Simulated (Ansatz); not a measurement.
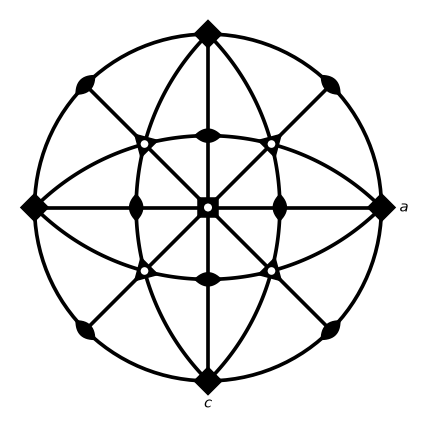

Stereographic projection: heavy lines are mirror planes (a heavy rim: a mirror in the plane of the page); lens, triangle, square and hexagon are 2-, 3-, 4- and 6-fold axes, a lens in an open square is −4, a triangle in an open hexagon −6; thin dashed diameters join the ends of axes that lie in the page; a small open circle marks inversion. The b axis points at the viewer. Computed from the symmetry operations of a computed or model structure of composition W, which need not be its known form.

**Name the crystal class.**

m-3m (Oh), order 48, cubic system: three fourfold axes, four threefold axes, six twofold axes, nine mirror planes, an inversion centre.

**Can such a crystal be piezoelectric, pyroelectric or chiral?**

It is centrosymmetric, so neither piezoelectric nor pyroelectric; it is not chiral.
